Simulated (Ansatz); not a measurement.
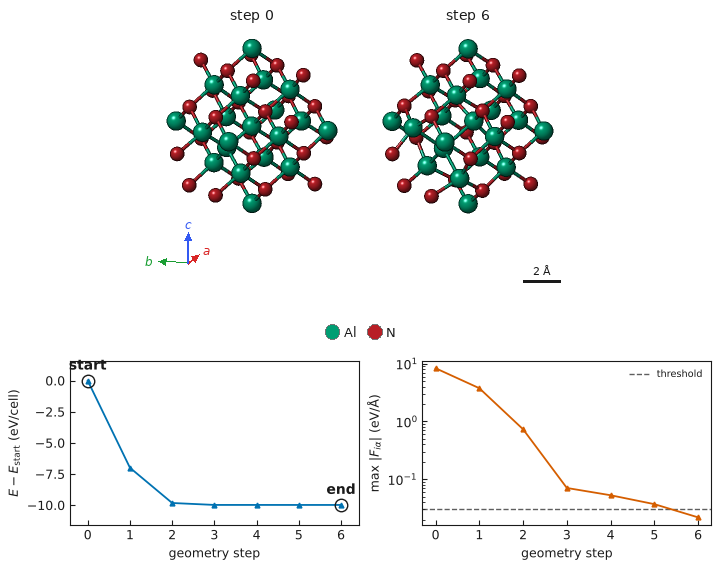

First and last geometry of a relaxation of a defect cell of composition Al33N31 (cell charge +1), with the history of the run. The picture is a ball-and-stick view of the atoms within 5.0 Å of the atom that moves most (axes of the cell of the calculation (origin shifted)), seen from a free direction.

These are results of Ansatz 0.2.0, DFT, PBEsol, PAW, plane waves, not measurements. Set-up: plane-wave cutoff 420 eV; k-point mesh 1 × 1 × 1; mesh shifted by (0.25, 0.25, 0.25); collinear spin; atoms relaxed in a fixed cell; force threshold 0.03 eV/Å; at most 80 steps.

**Read the history and describe the run.**

It converged. Over 6 geometry steps the energy falls by 9.981 eV per cell of the calculation. The largest force component goes from 8.3 to 0.022 eV/Å. The largest move is that of an Al atom, 0.46 Å along [1 −1 1]. By element the largest moves are Al 0.46 Å, N 0.13 Å. The cell doesn't change. Some distances before and after: Al–Al 1.867 → 2.330 Å, Al–Al 1.965 → 2.333 Å, Al–N 1.813 → 1.888 Å, Al–N 1.934 → 1.865 Å. Bond angles that change, for instance: Al–N–Al 112.8° → 97.4°, Al–Al–N 112.4° → 98.5°, Al–Al–N 112.2° → 98.5°.

Limits of the set-up: the cell is charged, on a uniform background, and energies carry no finite-size correction.
